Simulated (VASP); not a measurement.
## Run report: RbBr, geometry relaxation

RbBr (Fm-3m, 2 atoms in the cell), computed with Kohn-Sham DFT of a periodic cell, PBEsol, VASP PAW PBE potentials, recommended, no spin polarisation (VASP 6.6.1).

The structure derives from an entry of the Crystallography Open Database.

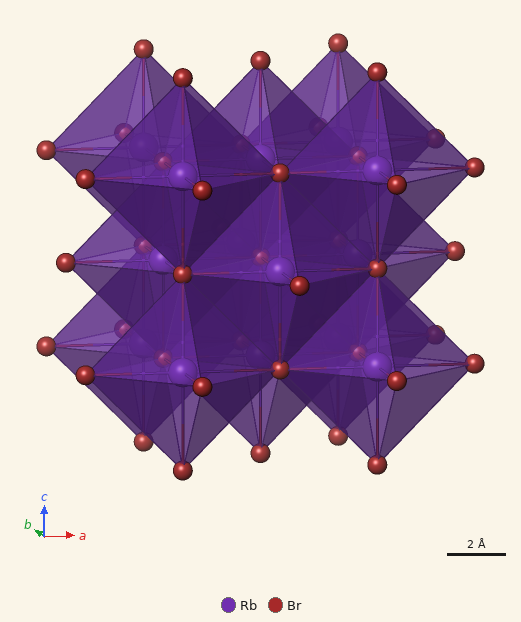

The input geometry (polyhedral view of the cell 4 times as large as that of the calculation, set on its symmetry axes, seen slightly off an axis; polyhedra are completed across the faces of the cell). An atom can appear more than once, as a periodic image.

## INCAR
```
  ALGO = Normal
  EDIFF = 1E-7
  EDIFFG = -0.005
  ENCUT = 600
  GGA = PS
  IBRION = 2
  ISIF = 3
  ISMEAR = 0
  LASPH = T
  LCHARG = F
  LREAL = F
  LWAVE = F
  NELM = 80
  NSW = 90
  PREC = Accurate
  SIGMA = 0.03
```

## KPOINTS
```
k-points
0
Gamma
  8 8 8
```

## POSCAR
```
RbBr                                    
1.0
    0.0000000000      3.4270000000      3.4270000000
    3.4270000000      0.0000000000      3.4270000000
    3.4270000000      3.4270000000      0.0000000000
  Rb              Br            
     1     1
Direct
     0.0000000000000000    0.0000000000000000    0.0000000000000000
     0.5000000000000000    0.5000000000000000    0.5000000000000000
```

Machine: 1 thread of Intel Xeon (Sapphire Rapids), 192 GiB of memory available, shared host.

Launch command:
```bash
cat potpaw_PBE.64/Rb_sv/POTCAR potpaw_PBE.64/Br/POTCAR > POTCAR
mpirun -np 1 vasp_std > vasp.out
```

## OSZICAR
```
N       E                     dE             d eps       ncg     rms          rms(c)
DAV:   1     0.988432553557E+02    0.98843E+02   -0.71921E+03   696   0.126E+03
DAV:   2     0.105583195475E+01   -0.97787E+02   -0.90677E+02   952   0.199E+02
DAV:   3    -0.635175914523E+01   -0.74076E+01   -0.73611E+01   856   0.606E+01
DAV:   4    -0.655888837378E+01   -0.20713E+00   -0.20699E+00  1092   0.965E+00
DAV:   5    -0.656039640788E+01   -0.15080E-02   -0.15080E-02   880   0.910E-01    0.277E+00
DAV:   6    -0.636150005367E+01    0.19890E+00   -0.32285E-01   808   0.285E+00    0.186E+00
DAV:   7    -0.634465367605E+01    0.16846E-01   -0.13654E-01   848   0.196E+00    0.912E-01
DAV:   8    -0.635432515055E+01   -0.96715E-02   -0.14030E-02   824   0.802E-01    0.871E-02
DAV:   9    -0.635506011460E+01   -0.73496E-03   -0.10810E-03   900   0.190E-01    0.604E-02
DAV:  10    -0.635541136735E+01   -0.35125E-03   -0.38070E-04   760   0.134E-01    0.119E-02
DAV:  11    -0.635542449591E+01   -0.13129E-04   -0.30992E-05   868   0.349E-02    0.994E-03
DAV:  12    -0.635542738917E+01   -0.28933E-05   -0.14762E-05   796   0.217E-02    0.312E-03
DAV:  13    -0.635542741508E+01   -0.25908E-07   -0.30393E-07   932   0.405E-03
   1 F= -.63554274E+01 E0= -.63554274E+01  d E =-.635543E+01
       N       E                     dE             d eps       ncg     rms          rms(c)
DAV:   1    -0.635549635468E+01   -0.68966E-04   -0.12407E-03   764   0.248E-01    0.382E-02
DAV:   2    -0.635544529794E+01    0.51057E-04   -0.98400E-05   884   0.691E-02    0.167E-02
DAV:   3    -0.635543256498E+01    0.12733E-04   -0.41743E-05  1016   0.407E-02    0.549E-03
DAV:   4    -0.635543314431E+01   -0.57932E-06   -0.15427E-06  1044   0.683E-03    0.281E-03
DAV:   5    -0.635543358478E+01   -0.44047E-06   -0.19387E-07   820   0.327E-03    0.123E-03
DAV:   6    -0.635543376291E+01   -0.17813E-06   -0.37824E-08   512   0.180E-03    0.287E-04
DAV:   7    -0.635543377970E+01   -0.16794E-07   -0.89518E-09   456   0.550E-04
   2 F= -.63554338E+01 E0= -.63554338E+01  d E =-.636462E-05
```

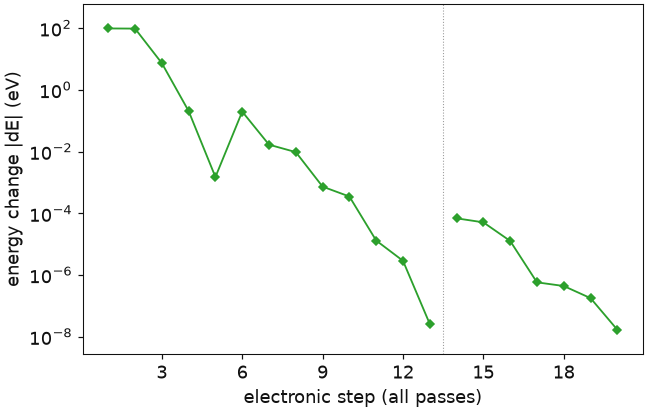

Convergence of the self-consistent field: energy change |dE| against the electronic step. Each stretch between dotted lines is the SCF of one geometry step of a relaxation. The 2 ionic steps take 7 to 13 electronic steps each. The density is held fixed in the first few steps, and dE rises again when its update begins.

## Parts of OUTCAR
```
EDIFF = 1E-7
   EDIFFG = -0.005
   ENCUT = 600
   GGA = PS
   IBRION = 2
   ISIF = 3
   ISMEAR = 0
   LASPH = T
   LREAL = F
   NELM = 80
   NSW = 90
   PREC = Accurate

 ion  position               nearest neighbor table
   1  0.000  0.000  0.000-   2 3.43   2 3.43   2 3.43   2 3.43   2 3.43   2 3.43
   2  0.500  0.500  0.500-   1 3.43   1 3.43   1 3.43   1 3.43   1 3.43   1 3.43

  LATTYP: Found a face centered cubic cell.
 ALAT       =     6.8540000000

  Lattice vectors:

 A1 = (   0.0000000000,   3.4270000000,   3.4270000000)
 A2 = (   3.4270000000,   0.0000000000,   3.4270000000)
 A3 = (   3.4270000000,   3.4270000000,   0.0000000000)

Analysis of symmetry for initial positions (statically):
=====================================================================
 Subroutine PRICEL returns:
 Original cell was already a primitive cell.

 Routine SETGRP: Setting up the symmetry group for a
 face centered cubic supercell.

 Subroutine GETGRP returns: Found 48 space group operations
 (whereof 48 operations were pure point group operations)
 out of a pool of 48 trial point group operations.

The static configuration has the point symmetry O_h .

Analysis of symmetry for dynamics (positions and initial velocities):
=====================================================================
 Subroutine PRICEL returns:
 Original cell was already a primitive cell.

 Routine SETGRP: Setting up the symmetry group for a
 face centered cubic supercell.

 Subroutine GETGRP returns: Found 48 space group operations
 (whereof 48 operations were pure point group operations)
 out of a pool of 48 trial point group operations.

The dynamic configuration has the point symmetry O_h .

 Subroutine INISYM returns: Found 48 space group operations
 (whereof 48 operations are pure point group operations),
 and found     1 'primitive' translations

----------------------------------------------------------------------------------------

                                     Primitive cell

  volume of cell :      80.4956

  direct lattice vectors                    reciprocal lattice vectors
     0.000000000  3.427000000  3.427000000    -0.145900204  0.145900204  0.145900204
     3.427000000  0.000000000  3.427000000     0.145900204 -0.145900204  0.145900204
     3.427000000  3.427000000  0.000000000     0.145900204  0.145900204 -0.145900204

  length of vectors
     4.846509878  4.846509878  4.846509878     0.252706567  0.252706567  0.252706567

  position of ions in fractional coordinates (direct lattice)
     0.000000000  0.000000000  0.000000000
     0.500000000  0.500000000  0.500000000

  ion indices of the primitive-cell ions
   primitive index   ion index
                 1           1
                 2           2

----------------------------------------------------------------------------------------

 KPOINTS: k-points

Automatic generation of k-mesh.
 Grid dimensions read from file:
 generate k-points for:    8    8    8

 Generating k-lattice:

  Cartesian coordinates                     Fractional coordinates (reciprocal lattice)
    -0.018237526  0.018237526  0.018237526     0.125000000  0.000000000  0.000000000
     0.018237526 -0.018237526  0.018237526     0.000000000  0.125000000  0.000000000
     0.018237526  0.018237526 -0.018237526     0.000000000  0.000000000  0.125000000

  Length of vectors
     0.031588321  0.031588321  0.031588321

  Shift w.r.t. Gamma in fractional coordinates (k-lattice)
     0.000000000  0.000000000  0.000000000

 Subroutine IBZKPT returns following result:
 ===========================================

 Found     29 irreducible k-points:

 Following reciprocal coordinates:
            Coordinates               Weight
  0.000000  0.000000  0.000000      1.000000
  0.125000  0.000000  0.000000      8.000000
  0.250000  0.000000  0.000000      8.000000
  0.375000  0.000000  0.000000      8.000000
  0.500000  0.000000  0.000000      4.000000
  0.125000  0.125000  0.000000      6.000000
  0.250000  0.125000  0.000000     24.000000
  0.375000  0.125000  0.000000     24.000000
  0.500000  0.125000  0.000000     24.000000
 -0.375000  0.125000  0.000000     24.000000
 -0.250000  0.125000  0.000000     24.000000
 -0.125000  0.125000  0.000000     12.000000
  0.250000  0.250000  0.000000      6.000000
  0.375000  0.250000  0.000000     24.000000
  0.500000  0.250000  0.000000     24.000000
 -0.375000  0.250000  0.000000     24.000000
 -0.250000  0.250000  0.000000     12.000000
  0.375000  0.375000  0.000000      6.000000
  0.500000  0.375000  0.000000     24.000000
 -0.375000  0.375000  0.000000     12.000000
  0.500000  0.500000  0.000000      3.000000
  0.375000  0.250000  0.125000     24.000000
  0.500000  0.250000  0.125000     48.000000
 -0.375000  0.250000  0.125000     24.000000
 [... further k-points ...]
   k-points           NKPTS =     29   k-points in BZ     NKDIM =     29   number of bands    NBANDS=     12
   number of dos      NEDOS =    301   number of ions     NIONS =      2
   total plane-waves  NPLWV =  64000
   dimension x,y,z NGX =    40 NGY =   40 NGZ =   40
   dimension x,y,z NGXF=    80 NGYF=   80 NGZF=   80
   ions per type =               1   1
   NGX,Y,Z   is equivalent  to a cutoff of  13.72, 13.72, 13.72 a.u.
   NGXF,Y,Z  is equivalent  to a cutoff of  27.44, 27.44, 27.44 a.u.
 SYSTEM =  unknown system
   PREC   = accura    normal or accurate (medium, high low for compatibility)
   ISTART =      0    job   : 0-new  1-cont  2-samecut
   ICHARG =      2    charge: 1-file 2-atom 10-const
   ISPIN  =      1    spin polarized calculation?
   LNONCOLLINEAR =      F non collinear calculations
   LSORBIT =      F    spin-orbit coupling
   LASPH  =      T    aspherical Exc in radial PAW
   ENCUT  =  600.0 eV  44.10 Ry    6.64 a.u.   9.68  9.68  9.68*2*pi/ulx,y,z
   NELM   =     80;   NELMIN=  2; NELMDL= -5     # of ELM steps
   EDIFF  = 0.1E-06   stopping-criterion for ELM
   LREAL  =      F    real-space projection
   EDIFFG = -.5E-02   stopping-criterion for IOM
   NSW    =     90    number of steps for IOM
   IBRION =      2    ionic relax: 0-MD 1-quasi-New 2-CG
   NFREE  =      1    steps in history (QN), initial steepest desc. (CG)
   ISIF   =      3    stress and relaxation
   ISYM   =      2    0-nonsym 1-usesym 2-fastsym
   POTIM  = 0.5000    time-step for ionic-motion
   TEBEG  =    0.0;   TEEND  =   0.0 temperature during run
   PSTRESS=    0.0 pullay stress
   NELECT =      16.0000    total number of electrons
   NUPDOWN=      -1.0000    fix difference up-down
   EMIN   =  10.00;   EMAX   =-10.00  energy-range for DOS
   EFERMI =   0.00;   METHOD = LEGACY
   ISMEAR =     0;   SIGMA  =   0.03  broadening in eV -4-tet -1-fermi 0-gaus
   EFERMI_NEDOS =   21; number of points for ismear=-14 and -15
   IALGO  =     38    algorithm
   IMIX   =      4    mixing-type and parameters
     AMIX     =   0.40;   BMIX     =  1.00
     AMIX_MAG =   1.60;   BMIX_MAG =  1.00
  volume/ion in A,a.u.               =      40.25       271.61
  Fermi-wavevector in a.u.,A,eV,Ry     =   0.955412  1.805467 12.419564  0.912812
  Thomas-Fermi vector in A             =   2.084247
   LORBIT       =      0    0 simple, 1 ext, 2 COOP (PROOUT), +10 PAW based schemes
   GGA     = PS    functional components
   LHFCALC =     F    Hartree Fock is set to
   AEXX    =    0.0000 exact exchange contribution
   IVDW    =     0    specifies the selected vdW correction
   LEPSILON=     F    determine dielectric tensor
   LRPA    =     F    only Hartree local field effects (RPA)
 conjugate gradient relaxation of ions
 non-spin polarized calculation
 Gauss-broadening in eV      SIGMA  =   0.03
  energy-cutoff  :      600.00
  volume of cell :       80.50
 maximum number of plane-waves:      2733
   NGX = 19   NGY = 19   NGZ = 19

--------------------------------------- Ionic step        1  -------------------------------------------

 number of electron      16.0000001 magnetization

 Free energy of the ion-electron system (eV)
  ---------------------------------------------------
  ext. energy  EPLUGINS =         0.00000000
  ---------------------------------------------------
  free energy    TOTEN  =        -6.35542742 eV

  energy without entropy =       -6.35542742  energy(sigma->0) =       -6.35542742

------------------------ aborting loop because EDIFF is reached ----------------------------------------

  FORCE on cell =-STRESS in cart. coord.  units (eV):
  Direction    XX          YY          ZZ          XY          YZ          ZX
  --------------------------------------------------------------------------------------
  -------------------------------------------------------------------------------------
  Total       -0.0113902     -0.0113902     -0.0113902     -0.0000000      0.0000000      0.0000000
  in kB       -0.2267089     -0.2267089     -0.2267089     -0.0000000      0.0000000      0.0000000
  external PRESSURE =      -0.2267089 kB  Pullay stress =       0.0000000 kB

 VOLUME and BASIS-vectors are now :
 -----------------------------------------------------------------------------
  energy-cutoff  :      600.00
  volume of cell :       80.50
      direct lattice vectors                 reciprocal lattice vectors
     0.000000000  3.427000000  3.427000000    -0.145900204  0.145900204  0.145900204
     3.427000000  0.000000000  3.427000000     0.145900204 -0.145900204  0.145900204
     3.427000000  3.427000000  0.000000000     0.145900204  0.145900204 -0.145900204

 POSITION                                       TOTAL-FORCE (eV/Angst)
 -----------------------------------------------------------------------------------
      0.00000      0.00000      0.00000         0.000000      0.000000     -0.000000
      3.42700      3.42700      3.42700        -0.000000      0.000000      0.000000
 -----------------------------------------------------------------------------------
    total drift:                                0.000000     -0.000000     -0.000000

  FREE ENERGIE OF THE ION-ELECTRON SYSTEM (eV)
  ---------------------------------------------------
  free  energy   TOTEN  =        -6.3554274151 eV

  energy  without entropy=       -6.3554274151  energy(sigma->0) =       -6.35542742

--------------------------------------- Ionic step        2  -------------------------------------------

 number of electron      16.0000001 magnetization

 Free energy of the ion-electron system (eV)
  ---------------------------------------------------
  ext. energy  EPLUGINS =         0.00000000
  ---------------------------------------------------
  free energy    TOTEN  =        -6.35543378 eV

  energy without entropy =       -6.35543378  energy(sigma->0) =       -6.35543378

 E-fermi :  -1.6327     XC(G=0):  -7.4087     alpha+bet : -6.3114

 val. band max:       -1.8422419211   @ k =   0.0000   0.0000   0.0000
 cond. band min:       2.3713540662   @ k =   0.0000   0.0000   0.0000
 fundamental gap:      4.2135959873
 Fermi energy:        -1.6326773398

 k-point     1 :       0.0000    0.0000    0.0000
  band No.  band energies     occupation
      1     -26.1955      2.00000
      2     -14.0367      2.00000
      3     -10.2831      2.00000
      4     -10.2831      2.00000
      5     -10.2831      2.00000
      6      -1.8422      2.00000
      7      -1.8422      2.00000
      8      -1.8422      2.00000
      9       2.3714      0.00000
     10       5.3582      0.00000
     11       5.3582      0.00000
     12       5.3582      0.00000

 k-point     2 :       0.1250    0.0000    0.0000
  band No.  band energies     occupation
      1     -26.1941      2.00000
      2     -14.0429      2.00000
      3     -10.2843      2.00000
      4     -10.2843      2.00000
      5     -10.2763      2.00000
      6      -2.0351      2.00000
      7      -1.9000      2.00000
      8      -1.9000      2.00000
      9       2.7556      0.00000
     10       5.2532      0.00000
     11       5.5459      0.00000
     12       5.5459      0.00000

 k-point     3 :       0.2500    0.0000    0.0000
  band No.  band energies     occupation
      1     -26.1906      2.00000
      2     -14.0578      2.00000
      3     -10.2871      2.00000
      4     -10.2871      2.00000
      5     -10.2601      2.00000
      6      -2.4226      2.00000
      7      -2.0329      2.00000
      8      -2.0329      2.00000
      9       3.6536      0.00000
     10       5.2060      0.00000
     11       6.0861      0.00000
     12       6.0861      0.00000

 k-point     4 :       0.3750    0.0000    0.0000
  band No.  band energies     occupation
      1     -26.1872      2.00000
      2     -14.0726      2.00000
      3     -10.2898      2.00000
      4     -10.2898      2.00000
      5     -10.2440      2.00000
      6      -2.7417      2.00000
      7      -2.1578      2.00000
      8      -2.1578      2.00000
      9       4.5135      0.00000
     10       5.4913      0.00000
     11       6.9068      0.00000
     12       6.9068      0.00000

 k-point     5 :       0.5000    0.0000    0.0000
  band No.  band energies     occupation
      1     -26.1857      2.00000
      2     -14.0787      2.00000
      3     -10.2910      2.00000
      4     -10.2910      2.00000
      5     -10.2373      2.00000
      6      -2.8605      2.00000
      7      -2.2074      2.00000
      8      -2.2074      2.00000
      9       4.8299      0.00000
     10       5.7723      0.00000
     11       7.5944      0.00000
     12       7.5944      0.00000

 [... the levels of 18 k-points are left out ...]

 k-point    24 :      -0.3750    0.2500    0.1250
  band No.  band energies     occupation
      1     -26.1843      2.00000
      2     -14.0448      2.00000
      3     -10.3541      2.00000
      4     -10.3395      2.00000
      5     -10.2645      2.00000
      6      -2.6305      2.00000
      7      -2.2041      2.00000
      8      -2.1823      2.00000
      9       5.0038      0.00000
     10       5.4664      0.00000
     11       6.9401      0.00000
     12       7.0737      0.00000

 [... further k-points ...]

------------------------ aborting loop because EDIFF is reached ----------------------------------------

  FORCE on cell =-STRESS in cart. coord.  units (eV):
  Direction    XX          YY          ZZ          XY          YZ          ZX
  --------------------------------------------------------------------------------------
  -------------------------------------------------------------------------------------
  Total       -0.0049559     -0.0049559     -0.0049559      0.0000000      0.0000000      0.0000000
  in kB       -0.0987240     -0.0987240     -0.0987240      0.0000000      0.0000000      0.0000000
  external PRESSURE =      -0.0987240 kB  Pullay stress =       0.0000000 kB

 VOLUME and BASIS-vectors are now :
 -----------------------------------------------------------------------------
  energy-cutoff  :      600.00
  volume of cell :       80.43
      direct lattice vectors                 reciprocal lattice vectors
    -0.000000000  3.426058445  3.426058445    -0.145940301  0.145940301  0.145940301
     3.426058445  0.000000000  3.426058445     0.145940301 -0.145940301  0.145940301
     3.426058445  3.426058445 -0.000000000     0.145940301  0.145940301 -0.145940301

 POSITION                                       TOTAL-FORCE (eV/Angst)
 -----------------------------------------------------------------------------------
     -0.00000      3.42606      3.42606         0.000000     -0.000000     -0.000000
      3.42606      3.42606      3.42606         0.000000      0.000000      0.000000
 -----------------------------------------------------------------------------------
    total drift:                               -0.000000     -0.000000      0.000000

  FREE ENERGIE OF THE ION-ELECTRON SYSTEM (eV)
  ---------------------------------------------------
  free  energy   TOTEN  =        -6.3554337797 eV

  energy  without entropy=       -6.3554337797  energy(sigma->0) =       -6.35543378

 reached required accuracy - stopping structural energy minimisation
```

## CONTCAR
```
RbBr
   1.00000000000000
    -0.0000000000000000    3.4260584453874565    3.4260584453874565
     3.4260584453874565    0.0000000000000000    3.4260584453874565
     3.4260584453874565    3.4260584453874565   -0.0000000000000000
  Rb              Br
     1     1
Direct
     1.0000000000000000    0.0000000000000000    0.0000000000000000
     0.5000000000000000    0.5000000000000000    0.5000000000000000

  0.00000000E+00  0.00000000E+00  0.00000000E+00
  0.00000000E+00  0.00000000E+00  0.00000000E+00
```

## Trajectory as extended XYZ (Å, eV, eV/Å), 2 frames, from step=0 to step=1
```
2
Lattice="0.0000 3.4270 3.4270 3.4270 0.0000 3.4270 3.4270 3.4270 0.0000" Properties=species:S:1:pos:R:3:forces:R:3 step=0 energy=-6.35543
Rb    0.0000    0.0000    0.0000    0.0000   0.0000   0.0000
Br    3.4270    3.4270    3.4270    0.0000   0.0000   0.0000
2
Lattice="-0.0000 3.4261 3.4261 3.4261 0.0000 3.4261 3.4261 3.4261 -0.0000" Properties=species:S:1:pos:R:3:forces:R:3 step=1 energy=-6.35543
Rb    0.0000    3.4261    3.4261    0.0000   0.0000   0.0000
Br    3.4261    3.4261    3.4261    0.0000   0.0000   0.0000
```

## Key numbers

```csv
quantity,value
outcome,converged
space group (tolerance 0.01 Å),Fm-3m (225)
electrons treated,16
free energy,−6.3554 eV
gap on the k-point mesh,4.21 eV
pressure,−0.01 GPa
final volume,80.43 Å³
largest force (length of the vector) at the end,under 0.001 eV/Å
final cell,"a = 4.845 Å, b = 4.845 Å, c = 4.845 Å, α = 60.00°, β = 60.00°, γ = 60.00°"
wall time,47 s
peak memory,0.26 GiB
```
